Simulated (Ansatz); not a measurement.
**A series of single points on TiPbO3**

System: TiPbO3 (Pm-3m, 5 atoms in the cell).
Method: DFT PBEsol, scalar-relativistic, plane waves, PAW, no spin polarisation (Ansatz 0.2.0).

The 8 runs differ only in the geometry, by an even scaling of the cell at fixed fractional positions. The structure derives from a Materials Project entry.

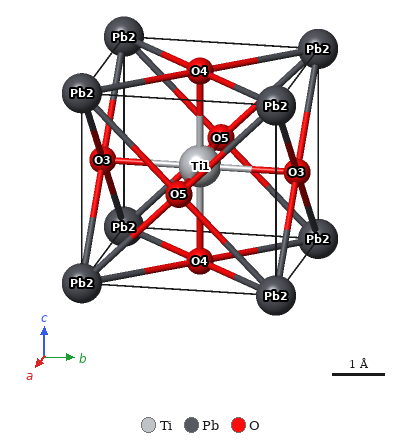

Figure 1. The structure of run 5 (ball-and-stick view of the cell of the calculation, seen at an oblique angle; atoms are numbered from 1 in the order of the input).

**Input of run 5**
```yaml
crystal:
  lattice:
    - [3.8928822004, 0.0, 0.0]
    - [0.0, 3.8928822004, 0.0]
    - [0.0, 0.0, 3.8928822004]
  atoms:
    - { symbol: Ti, position: [0.5, 0.5, 0.5] }
    - { symbol: Pb, position: [0.0, 0.0, 0.0] }
    - { symbol: O, position: [0.5, 0.0, 0.5] }
    - { symbol: O, position: [0.5, 0.5, 0.0] }
    - { symbol: O, position: [0.0, 0.5, 0.5] }
basis:
  ecutwfc: 420
kpoints:
  mp_grid: { grid: [8, 8, 8] }
  band_path: { path: [VBM, CBM], npoints: 2 }
hamiltonian:
  xc: pbesol
scf:
  occupations: { method: gaussian, width: 0.02 }
output:
  forces: true
  stress: true
  eigenvalues: true
checkpoint:
  read: start.run
  write: ck
  compress: false
  write_wavefunctions: false
  write_every: 100000
```

Command:
```bash
ansatz run input.yaml --threads 1 --pin off --max-ram 2560MiB --backend cpu --events-out ev --progress --plain --runs-dir out
```

Lattice vectors (Å) and fractional positions of run 5:
```
   3.892882    0.000000    0.000000
   0.000000    3.892882    0.000000
   0.000000    0.000000    3.892882
Ti  0.500000  0.500000  0.500000
Pb  0.000000  0.000000  0.000000
O   0.500000  0.000000  0.500000
O   0.500000  0.500000  0.000000
O   0.000000  0.500000  0.500000
```

Run 3 differs from it as follows:
```diff
-    - [3.8928822004, 0.0, 0.0]
-    - [0.0, 3.8928822004, 0.0]
-    - [0.0, 0.0, 3.8928822004]
+    - [3.7854482357, 0.0, 0.0]
+    - [0.0, 3.7854482357, 0.0]
+    - [0.0, 0.0, 3.7854482357]
```

**Results, with one run withheld**

```csv
run,volume per atom (Å³),"free energy per atom, from the lowest run given (meV)",pressure (GPa),gap on the mesh (eV)
1,9.246,619.17,89.93,0.79
2,10.082,260.78,50.04,1.14
3,10.849,?,?,?
4,11.390,23.17,11.99,1.47
5,11.799,2.98,4.04,1.54
6,11.977,0.22,1.02,1.56
7,12.041,0.00,−0.01,1.57
8,12.106,0.18,−1.02,1.58
```

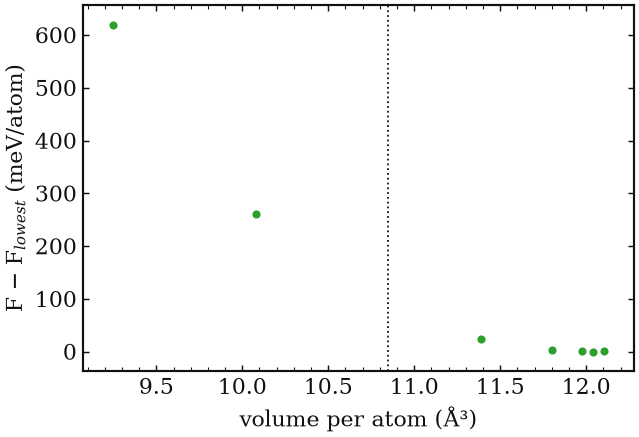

Figure 2. Free energy per atom of the runs given; the dotted line marks run 3.

Fit the runs given and predict run 3.

A cubic polynomial in V^(−2/3) (the Birch–Murnaghan form), fitted to the 7 runs given, misses them by at most 0.02 meV per atom. With x = V^(−2/3) − 0.20040 Å⁻², it reads F = 45.425 + 9085.3 x + 4.583e+05 x² + 4.0976e+05 x³ (meV per atom). At run 3 it gives 84.73 meV per atom, and the run itself gives 84.78. The slope of the fit gives a pressure −dF/dV of 25.01 GPa there, and the run prints 25.02 GPa. The fit has its minimum at 12.041 Å³ per atom, where V d²F/dV² gives 191 GPa: the bulk modulus at this level, since symmetry fixes the shape and the positions. The gap on the mesh goes, without turning, from 0.79 eV in run 1 to 1.58 eV in run 8; run 3 has 1.36 eV. These are gaps of this functional on this mesh, which can miss the band edges; they aren't the measured gap.

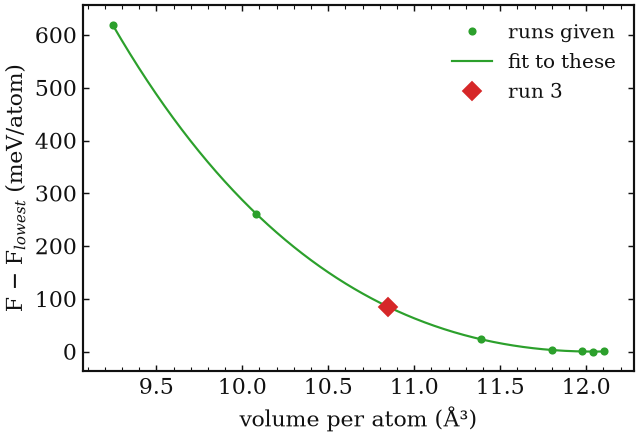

Figure 3. The fit and the withheld run.

**Output, shortened to warnings, some set-up lines, iterations and results (run 3)**
```
Basis set: ecut = 420 eV, 1045 PW (Γ), exchange–correlation on 54×54×54 points (8 copies of the dense FFT grid, shifted against one another)
Symmetry: 48 space group operations
k-points: 35 of 512
Initial density: read from a saved state, or passed on in memory by an earlier SCF of this step, an earlier step, the calling program or the single point that the run made first
[...]
SCF iter   1: F=—  HF=-15915.081576 eV  |F-HF|=—  |Δ(HF+E_count)|=         —  Δρ=3.12e-7  dr2=5.63e-11  ethr=9.87e-9  ⟨swp⟩=4.2  Hψ=7439  notcnv=0
SCF iter   2: F=-15915.081576 eV  HF=-15915.081576 eV  |F-HF|=1.46e-11  |Δ(HF+E_count)|=   2.42e-7  Δρ=2.22e-7  dr2=2.01e-11  ethr=1.00e-12  ⟨swp⟩=4.0  Hψ=2237  notcnv=0
SCF iter   3: F=-15915.081576 eV  HF=-15915.081576 eV  |F-HF|=9.09e-12  |Δ(HF+E_count)|=  1.82e-12  Δρ=1.24e-7  dr2=6.99e-12  ethr=1.00e-12  ⟨swp⟩=1.0  Hψ=945  notcnv=0
SCF iter   4: F=-15915.081576 eV  HF=-15915.081576 eV  |F-HF|=1.82e-12  |Δ(HF+E_count)|=  9.09e-12  Δρ=5.85e-8  dr2=1.92e-12  ethr=1.00e-12  ⟨swp⟩=1.0  Hψ=945  notcnv=0
SCF iter   5: F=-15915.081576 eV  HF=-15915.081576 eV  |F-HF|=5.46e-12  |Δ(HF+E_count)|=    0.00e0  Δρ=4.63e-8  dr2=1.24e-12  ethr=1.00e-12  ⟨swp⟩=1.0  Hψ=945  notcnv=0
SCF iter   6: F=-15915.081576 eV  HF=-15915.081576 eV  |F-HF|=0.00e0  |Δ(HF+E_count)|=  7.28e-12  Δρ=3.87e-8  dr2=8.64e-13  ethr=1.00e-12  ⟨swp⟩=1.7  Hψ=2367  notcnv=0
SCF 1 converged in 6 iterations: F = -15915.081576 eV  dr2 = 8.64e-13
NSCF: frozen V_eff on 20 k-points
NSCF: frozen V_eff on 20 k-points
NSCF: frozen V_eff on 20 k-points
NSCF: frozen V_eff on 5 k-points
NSCF: frozen V_eff on 5 k-points
NSCF: frozen V_eff on 5 k-points
NSCF: frozen V_eff on 5 k-points
NSCF: frozen V_eff on 5 k-points
NSCF: frozen V_eff on 3 k-points
SCF converged after 6 iterations
Free energy (F): -15915.081576 eV
Harris-Foulkes:  -15915.081576 eV  (|F-HF|=0.00e0)
Internal energy: -15915.081576 eV  (E = F + TS)
E sigma→0 (E₀):  -15915.081576 eV
Fermi energy:    13.818691 eV
--- Per-component energies (eV) ---
  E_band       = -72.187758
  E_kinetic    = 1097.410512
  E_local      = -2349.358723  (includes V_loc(G=0)·N_el)
  E_nonlocal   = 501.755202
  E_hartree    = 912.604371
  E_xc         = -541.618020
  E_vxc        = -544.174891  (∫ρ·V_xc dr)
  E_paw        = -11729.545528  (= ΣΔE_a)
  E_vpaw       = -603.036118  (= ΣTr[D̂ρ^β])
  E_aug_tail   = 0.007543  (compensation charges beyond the density's cutoff)
  E_ewald      = -3806.644297
  E_core_change = 0.307365  (= ΣΔE_core)
  E_smearing   = -0.000000  (= −TS)
  E_closure    = -0.000000  (closes the sum)
  Σ components = -15915.081576   (vs F -15915.081576, Δ=0.00e0)
--- Forces (eV/Å), atoms counted from 1 ---
  atom   1  Ti     0.00000000    -0.00000000     0.00000000
  atom   2  Pb     0.00000000    -0.00000000     0.00000000
  atom   3  O      0.00000000     0.00000000     0.00000000
  atom   4  O      0.00000000     0.00000000     0.00000000
  atom   5  O      0.00000000    -0.00000000     0.00000000
  max |Σ_I F_I| component: 4.50e-29 eV/Å
--- Stress (GPa, compression-positive) ---
       25.024377       0.000000       0.000000
        0.000000      25.024377       0.000000
        0.000000       0.000000      25.024377
  P = ⅓ Tr σ = 25.0244 GPa (250.244 kbar)
```

Notes: Spin–orbit coupling is left out, which matters for Pb.
